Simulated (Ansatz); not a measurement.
Structure (in its standard cell), the end point of a relaxation with DFT, r2SCAN, plane waves (500 eV) with PAW, scalar-relativistic in Ansatz 0.2.0; the starting structure was generated, so it need not be a known form of this composition:

```xyz
2
Lattice="3.5569 0.0000 0.0000 0.0000 3.5569 0.0000 0.0000 0.0000 3.5569" Properties=species:S:1:pos:R:3 pbc="T T T"
Mg    0.0000    0.0000    0.0000
Mg    1.7785    1.7785    1.7785
```

Predict the [210] zone-axis pattern (120 kV, kinematic, B = 0.5 Å²).

The spots form a centred rectangular net whose two shortest vectors correspond to d = 1.78 Å and 1.45 Å, 65.9° apart. They are 0 0 2 and 1 -2 1. The pattern has symmetry 2mm. The lattice centring (I) removes all reflections that break h + k + l = 2n.

Strongest reflections with d > 0.80 Å, one of each family (|F|² from tabulated Gaussian fits of the electron scattering factors, times a small damping for the curvature of the Ewald sphere):

```tsv
hkl	d (Å)	I (strongest = 100)
0 0 2	1.778	100
1 -2 1	1.452	60
1 -2 3	0.951	18
0 0 4	0.889	15
```

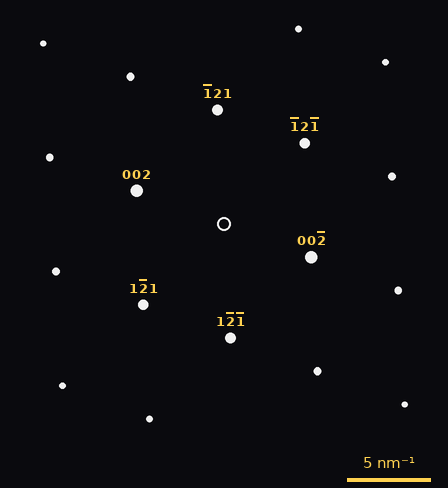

Calculated pattern, seen from the source side with [210] pointing towards the source.
